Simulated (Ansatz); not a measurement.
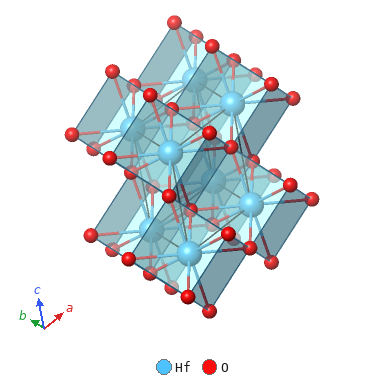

System: HfO₂, space group Fm-3m (No. 225). The picture shows the cell.

The given structure:
```yaml
crystal:
  lattice:
    - [0.00000, 2.55750, 2.55750]
    - [2.55750, 0.00000, 2.55750]
    - [2.55750, 2.55750, 0.00000]
  atoms:
    - { symbol: Hf, position: [0.00000, 0.00000, 0.00000] }
    - { symbol: O, position: [0.25000, 0.25000, 0.25000] }
    - { symbol: O, position: [0.75000, 0.75000, 0.75000] }
```

Computed with Ansatz 0.2.0: homogeneous strain of a crystal along one Voigt pattern with engineering shear, fractional coordinates fixed, by plane-wave density functional theory with PAW datasets, free energies less that of the undisturbed cell; scalar-relativistic. Level: PBE, no spin polarisation.

wave cutoff 420 eV; k mesh 8×8×8; occupations Gaussian; smearing width 0.05 eV; k shift (0, 0, 0) (mesh steps); start as given; strain pattern (0, 0, 0, 0, 0, 1) (xx yy zz yz xz xy with engineering shear).

The points at strain −0.015, −0.005, 0.01 and 0.02 follow from computed ones by symmetry.

Describe the result: the energy change and tensile stress summed over the strain pattern against strain. The strain takes the values −0.0200, −0.0150, −0.0100, −0.0050, 0.0000, 0.0025, 0.0050, 0.0075, 0.0100, 0.0125, 0.0150, 0.0175, 0.0200.

The energy change is 1.09 meV/atom at strain −0.0200 and 1.09 meV/atom at 0.0200; the lowest computed point is at strain 0.0025 (−0.02 meV/atom). The tensile stress summed over the strain pattern rises from −1.657 GPa at strain −0.0200 to 1.657 GPa at 0.0200, and changes sign near 0.0000. The slope of stress against strain at the start, which at zero pressure is the clamped-ion constant C66, is 82.6 GPa. The second derivative of tensile stress is 0 GPa.

```tsv
strain	energy change (meV/atom)	tensile stress summed over the strain pattern (GPa)
-0.0200	1.09	-1.657
-0.0150	0.59	-1.242
-0.0100	0.24	-0.827
-0.0050	0.04	-0.414
0.0000	0.00	0.000
0.0025	-0.02	0.207
0.0050	0.04	0.414
0.0075	0.11	0.620
0.0100	0.24	0.827
0.0125	0.39	1.034
0.0150	0.59	1.242
0.0175	0.83	1.450
0.0200	1.09	1.657
```

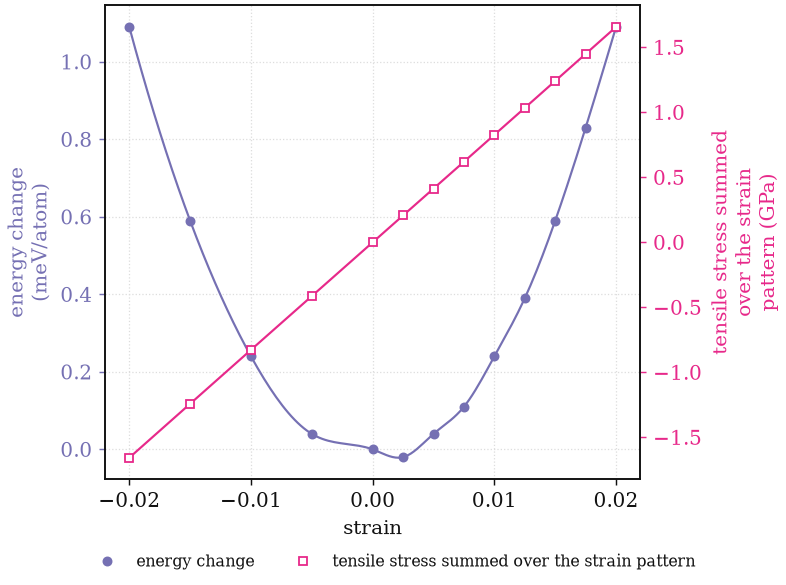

Limits of the calculation: reference crystal is not relaxed.
